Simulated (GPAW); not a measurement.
**Core-hole calculation of the Ga K edge in GaN (P6_3mc)**

Aim: the dependence of the Ga K near-edge features of GaN (P6_3mc) on volume.

Main program and level: GPAW 26.7.0; X-ray absorption from dipole matrix elements to empty bands, plane-wave PAW revPBE.

The database entry behind the starting cell differs from later determinations by our own check (about 0.3 % short, ideal inner coordinate), so it need not match the best structure at ambient conditions.

### 1. The starting structure

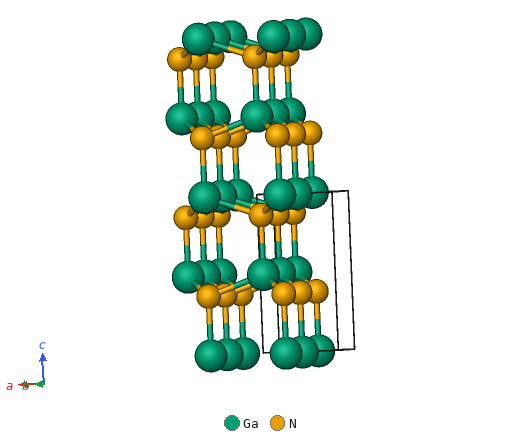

The cell as given, from a free direction (gallium teal, nitrogen orange). 2×3×2 cells are drawn. Some periodic images of atoms are drawn too.

### 2. Ground state of the crystal

The ground state comes first: it tells whether the system has a gap, which decides how the excited electron is treated.

The input, scf.py:

```python
import numpy as np
from ase import Atoms
from ase.parallel import parprint, paropen
from gpaw import GPAW, PW, FermiDirac, Mixer, MixerDif, setup_paths
from gpaw.test import gen
setup_paths.insert(0, '.')
gen('Ga', name='nch1s', xcname='revPBE', corehole=(1, 0, 0), write_xml=True)
from gpaw.mpi import world
world.barrier()

atoms = Atoms('Ga2N2',
    cell=[[3.18, 0, 0],
     [-1.59, 2.75396078, 0],
     [0, 0, 5.166]],
    scaled_positions=[[0.66666667, 0.33333333, 0.5],
     [0.33333333, 0.66666667, 0],
     [0.66666667, 0.33333333, 0.875],
     [0.33333333, 0.66666667, 0.375]],
    pbc=True)
atoms.calc = calc = GPAW(legacy_gpaw=True, mode=PW(500, force_complex_dtype=True), xc='revPBE', setups={0: 'nch1s'},
    kpts={'size': (9, 9, 5), 'gamma': True}, occupations=FermiDirac(0.05),
    charge=0, mixer=Mixer(0.1, 5, 50), maxiter=150,
    convergence={'density': 0.0001, 'eigenstates': 1e-6}, txt='scf.txt')
energy = atoms.get_potential_energy() + calc.get_reference_energy()
ef = calc.get_fermi_level()
out = dict(energy=energy, fermi=ef, forces=atoms.get_forces().tolist())
parprint(f'all-electron energy {energy:.4f} eV, Fermi level {ef:.4f} eV')
ev = np.array([[calc.get_eigenvalues(k, s) for k in range(len(calc.get_ibz_k_points()))] for s in range(calc.get_number_of_spins())])
out['homo'], out['lumo'], out['counts'] = ev[ev < ef].max(), ev[ev > ef].min(), sorted(set((ev < ef).sum((0, 2)).tolist()))
out['filled'] = (ev[:, 0] < ef).sum(1).tolist()
import json
with paropen('out.json', 'w') as f:
    json.dump(out, f)
```

On the command line:

```
> OMP_NUM_THREADS=1 mpirun -n 4 gpaw python scf.py
```

Numbers of over 12 decimals in the logs are rounded to 6 here.

Output:

```text
Input parameters:
  convergence: {density: 0.0001,
                eigenstates: 1e-06}
  kpts: {gamma: True,
         size: (9, 9, 5)}
  maxiter: 150
  mixer: {backend: pulay,
          beta: 0.1,
          method: separate,
          nmaxold: 5,
          weight: 50}
  mode: {ecut: 500.0,
         force_complex_dtype: True,
         name: pw}
  occupations: {fixmagmom: False,
                name: fermi-dirac,
                width: 0.05}
  setups: {0: nch1s}
  xc: revPBE

Initialize ...

[... PAW data sets ...]

Reference energy: -108744.248728  # eV

Spin-paired calculation

[... convergence settings ...]
Symmetries present (total): 2
  [... symmetry matrices ...]

405 k-points: 9 x 9 x 5 Monkhorst-Pack grid
115 k-points in the irreducible part of the Brillouin zone
       k-points in crystal coordinates                weights
   0:     0.00000000    0.00000000    0.00000000          1/405
   1:     0.00000000    0.00000000    0.20000000          2/405
   2:     0.00000000    0.00000000    0.40000000          2/405
   3:     0.00000000    0.11111111   -0.40000000          2/405
   4:     0.00000000    0.11111111   -0.20000000          2/405
   5:     0.00000000    0.11111111    0.00000000          2/405
   6:     0.00000000    0.11111111    0.20000000          2/405
   7:     0.00000000    0.11111111    0.40000000          2/405
   8:     0.00000000    0.22222222   -0.40000000          2/405
   9:     0.00000000    0.22222222   -0.20000000          2/405
          ...
 114:     0.44444444    0.44444444    0.40000000          4/405

Wave functions: Plane wave expansion
  Cutoff energy: 500.000 eV
  Number of coefficients (min, max): 1129, 1165
  Pulay-stress correction: 0.000000 eV/Ang^3 (de/decut=0.000000)
  Using FFTW library
  Wavefunction extrapolation:
    Improved wavefunction reuse through dual PAW basis

Occupation numbers: Fermi-Dirac:
  width: 0.0500  # eV

Eigensolver
   Davidson(niter=2)

Densities:
  Coarse grid: 18*18*27 grid
  Fine grid: 36*36*54 grid
  Total Charge: 0.000000

Density mixing:
  Method: separate
  Backend: pulay
  Linear mixing parameter: 0.1
  old densities: 5
  Width of damping distribution: 1.1
  Damping of long wavelength oscillations: 50

[... Hamiltonian set-up ...]
Number of atoms: 4
Number of atomic orbitals: 16
Number of bands in calculation: 14
Number of valence electrons: 16
Bands to converge: occupied

... initialized

Initializing position-dependent things.

Density initialized from atomic densities
Creating initial wave functions:
  14 bands from LCAO basis set

           N

           Ga
        N

        Ga

Atomic positions and initial magnetic moments

Positions:
   0 Ga     1.590000    0.917987    2.583000    ( 0.0000,  0.0000,  0.0000)
   1 Ga    -0.000000    1.835974    0.000000    ( 0.0000,  0.0000,  0.0000)
   2 N      1.590000    0.917987    4.520250    ( 0.0000,  0.0000,  0.0000)
   3 N     -0.000000    1.835974    1.937250    ( 0.0000,  0.0000,  0.0000)

Unit cell:
           periodic     x           y           z      points  spacing
  1. axis:    yes    3.180000    0.000000    0.000000    18     0.1530
  2. axis:    yes   -1.590000    2.753961    0.000000    18     0.1530
  3. axis:    yes    0.000000    0.000000    5.166000    27     0.1913

  Lengths:   3.180000   3.180000   5.166000
  Angles:   90.000000  90.000000 120.000000

Effective grid spacing dv^(1/3) = 0.1729

iter:   1   -24.794454
iter:   2   -23.197196   -1.41  -0.56
iter:   3   -21.533037   -0.46  -0.67
iter:   4   -21.584744   -1.43  -1.14
iter:   5   -21.546685   -2.08  -1.49
iter:   6   -21.546283   -3.85  -2.51
iter:   7   -21.546661c  -4.52  -2.55
iter:   8   -21.545862c  -3.43  -2.43
iter:   9   -21.545862c  -4.87  -2.97
iter:  10   -21.545841c  -6.17c -2.94
iter:  11   -21.545748c  -4.85  -2.93
iter:  12   -21.545769c  -6.31c -3.42
iter:  13   -21.545777c  -4.55  -3.22
iter:  14   -21.545750c  -4.93  -3.27
iter:  15   -21.545742c  -6.29c -3.51
iter:  16   -21.545742c  -6.63c -4.11c

Converged after 16 iterations.

Dipole moment: (-0.000043, 0.000025, 1.369084) |e|*Ang

Energy contributions relative to reference atoms: (reference = -108744.248728)

Kinetic:        +65.863705
Potential:      -55.830932
External:        +0.000000
XC:             -31.579995
Entropy (-ST):   -0.000000
Local:           +0.001480
SIC:             +0.000000
--------------------------
Free energy:    -21.545742
Extrapolated:   -21.545742

Showing only first 2 kpts
 Kpt  Band  Eigenvalues  Occupancy
  0     6      6.73037    2.00000
  0     7      6.73041    2.00000
  0     8      8.69515    0.00000
  0     9     11.08685    0.00000

  1     6      6.60100    2.00000
  1     7      6.60104    2.00000
  1     8      9.60493    0.00000
  1     9     11.16125    0.00000

Fermi level: 7.80003

Gap: 1.965 eV
Transition (v -> c):
  (s=0, k=0, n=7, [0.00, 0.00, 0.00]) -> (s=0, k=0, n=8, [0.00, 0.00, 0.00])
No difference between direct/indirect transitions

Forces in eV/Ang:
  0 Ga    0.00000   -0.00002   -0.18921
  1 Ga    0.00000    0.00002   -0.18840
  2 N     0.00000   -0.00002    0.21229
  3 N     0.00000    0.00002    0.16232
Scalar-relativistic atomic revPBE calculation for Ga (Gallium, Z=31)
Core hole in 1s state (1s occupation: 2.0)
600 radial gridpoints.
|------------------------------------------------|
|------------------------------------------------|
[... the atom generator's iteration count ...]

Energy contributions:
-------------------------
Kinetic:    +1975.986163
XC:           -75.621183
Potential:  -3843.997840
-------------------------
Total:      -1943.632860

state      eigenvalue         ekin         rmax
-----------------------------------------------
1s^2.0 :  -375.765264   483.255900        0.032
2s^2.0 :   -46.376451    92.273723        0.182
2p^6.0 :   -40.379489    89.838470        0.146
3s^2.0 :    -5.443439    20.697400        0.565
3p^6.0 :    -3.633440    18.370171        0.567
3d^10.0:    -0.702242    12.957478        0.534
4s^2.0 :    -0.326311     1.908251        1.900
4p^1.0 :    -0.092959     0.888983        2.543
-----------------------------------------------
(units: Bohr and Hartree)

Generating PAW setup
Kinetic energy of the core from tauc = 1991.648729
Cutoffs:
rc(s)=2.200
rc(p)=2.200
rc(d)=2.200
rc(vbar)=1.980
rc(comp)=2.200
rc(nct)=2.200

Kinetic energy of the core states: 1971.280678
Charge: 0.0
Core electrons: 28.0
Valence electrons: 3.0
Pseudo-core charge: 1.914477
Shape function alpha=2.066
Pseudo-electron charge 5.191766
state    eigenvalue         norm
--------------------------------
4s(2) :    -0.326311     1.132991
*s    :     0.673689
4p(1) :    -0.092959     1.011308
*p    :     0.907041
*d    :     0.000000
--------------------------------

Diagonalizing with gridspacing h=0.050

state   all-electron     PAW
-------------------------------
4s:      -0.326311    -0.326463
4p:      -0.092959    -0.093044
*d:                    0.026030
*f:                    0.060048
-------------------------------
all-electron energy -108765.7945 eV, Fermi level 7.8000 eV
```

The job ended after 25 s (4 MPI ranks of Intel Xeon Platinum 8259CL at 2.50GHz (Skylake/Cascade Lake), shared host; peak memory 0.19 GiB; 99 s of CPU time).

The mesh shows a gap of 1.96 eV, so the hole is first treated in a charged cell, without the excited electron.

### 3. Reference energy of the supercell

The photon energy needs a difference of total energies, so the cell and mesh of the coming hole run are first run without a hole.

scf.py, as its differences from that of step 2:

```diff
@@ -10,13 +10,21 @@
 
-atoms = Atoms('Ga2N2',
-    cell=[[3.18, 0, 0],
-     [-1.59, 2.75396078, 0],
-     [0, 0, 5.166]],
-    scaled_positions=[[0.66666667, 0.33333333, 0.5],
+atoms = Atoms('Ga6N6',
+    cell=[[0, -5.50792157, 0],
+     [4.77, -2.75396078, 0],
+     [-1.59, 2.75396078, 5.166]],
+    scaled_positions=[[0.83333333, 0.5, 0.5],
+     [0.16666667, 0.83333333, 0.5],
+     [0.5, 0.16666667, 0.5],
+     [0.66666667, 0, 0],
+     [0, 0.33333333, 0],
      [0.33333333, 0.66666667, 0],
-     [0.66666667, 0.33333333, 0.875],
-     [0.33333333, 0.66666667, 0.375]],
+     [0.95833333, 0.625, 0.875],
+     [0.29166667, 0.95833333, 0.875],
+     [0.625, 0.29166667, 0.875],
+     [0.79166667, 0.125, 0.375],
+     [0.125, 0.45833333, 0.375],
+     [0.45833333, 0.79166667, 0.375]],
     pbc=True)
 atoms.calc = calc = GPAW(legacy_gpaw=True, mode=PW(500, force_complex_dtype=True), xc='revPBE', setups={0: 'nch1s'},
-    kpts={'size': (9, 9, 5), 'gamma': True}, occupations=FermiDirac(0.05),
+    kpts={'size': (4, 4, 4), 'gamma': True}, occupations=FermiDirac(0.02),
     charge=0, mixer=Mixer(0.1, 5, 50), maxiter=150,
```

Output:

```text
Input parameters:
  convergence: {density: 0.0001,
                eigenstates: 1e-06}
  kpts: {gamma: True,
         size: (4, 4, 4)}
  maxiter: 150
  mixer: {backend: pulay,
          beta: 0.1,
          method: separate,
          nmaxold: 5,
          weight: 50}
  mode: {ecut: 500.0,
         force_complex_dtype: True,
         name: pw}
  occupations: {fixmagmom: False,
                name: fermi-dirac,
[...]
4s(2) :    -0.326311     1.132991
*s    :     0.673689
4p(1) :    -0.092959     1.011308
*p    :     0.907041
*d    :     0.000000
--------------------------------

Diagonalizing with gridspacing h=0.050

state   all-electron     PAW
-------------------------------
4s:      -0.326311    -0.326463
4p:      -0.092959    -0.093044
*d:                    0.026030
*f:                    0.060048
-------------------------------
all-electron energy -326297.3739 eV, Fermi level 7.4876 eV
[key lines of the parts left out:]
Converged after 17 iterations.
Dipole moment: (3.074589, -5.325350, 4.104927) |e|*Ang
Free energy:    -64.629336
Fermi level: 7.48762
```

The job ended after 47 s (4 MPI ranks; peak memory 0.27 GiB; 3.1 min of CPU time).

Reference energy: -326297.374 eV with the cores included.

[end of part 1 of 4]

[Banner, clock and machine lines of the logs are left out without a mark of their own.]

[Logs are printed without paths, hosts, clocks, repeated set-up lines and the standing remarks that a program may print on its own settings, such as how far it seeks lower states.]

[Hosts, paths, dates, database ids (printed as entryN), source tags and the programs' standing remarks are cut or masked in the printed files.]

[Lists of maxima count a maximum above −3 eV only where it reaches 4 % of the highest in the window and stands out from its surroundings by 2 % of it (1.5 % where it reaches 55 %); shoulders and weaker maxima are passed over, and of the rest the first, up to two pre-edge ones and the few strongest are named.]
